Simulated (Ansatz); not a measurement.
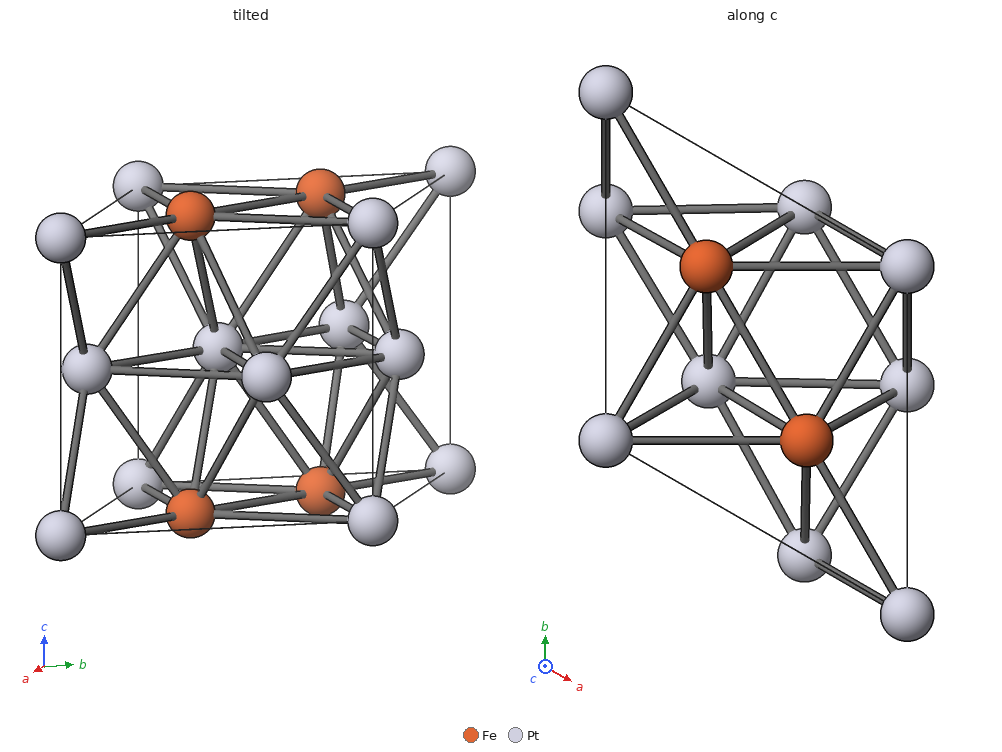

Shown here is a ball-and-stick view of the crystal, taken slightly off an axis and along the c axis. The outline marks the conventional unit cell. Cell: a = 4.79 Å, b = 4.79 Å, c = 4.45 Å, α = 90.00°, β = 90.00°, γ = 120.00°.

Starting structure: a structure type filled with these elements by a generator (whether the compound takes this form wasn't checked). Earlier steps of the study, as a rule a relaxation of our own, may have changed the cell and positions, so they can lie some per cent off the listed ones. A calculation with Ansatz used it as input.

### Describe the arrangement of the atoms.

Its composition is FePt₂. The structure has P-62m (No. 189) symmetry and a primitive hexagonal lattice. The cell comprises 2 formula units: 2 Fe, 4 Pt. About every Fe there are nine Pt and three Fe in an anticuboctahedral arrangement (about 2.7 Å to Pt, 2.8 Å to Fe). Pt takes two kinds of site: 3g with eight Pt and four Fe in an anticuboctahedral arrangement (about 2.7 to 2.8 Å to Pt, 2.7 Å to Fe); 1a with six Fe and six Pt in an anticuboctahedral arrangement (about 2.8 Å to Fe, 2.8 Å to Pt). The bonds build a three-dimensional framework.

Level of theory and settings: Ansatz 0.2.0, DFT PBE, scalar-relativistic, plane waves, PAW, plane waves up to 420 eV, Brillouin-zone sampling on a 12×12×8 mesh, Gaussian smearing of 0.1 eV, collinear spins.

### Which atoms carry magnetic moments in this run, and how do they order?

The state reached is ferromagnetic. Sizes: Fe 3.1 μB and Pt 0.4 μB; net moment 7.7 μB in the run's cell of 6 atoms.

### Is the electronic structure metallic or gapped?

A metal: bands cross the Fermi level.

### What does a Bader analysis give?

Fe +0.71 e; Pt -0.46 to -0.32 e.

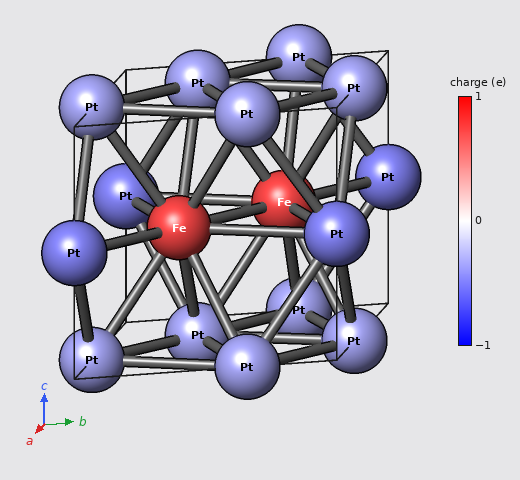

The atoms coloured by those charges. The run's cell of 6 atoms is drawn, so axes and origin can differ from the first picture.

### Is this an equilibrium geometry for the method given?

Yes. All forces vanish to within 0.01 eV/Å. The pressure is 0.0 GPa, close to zero.
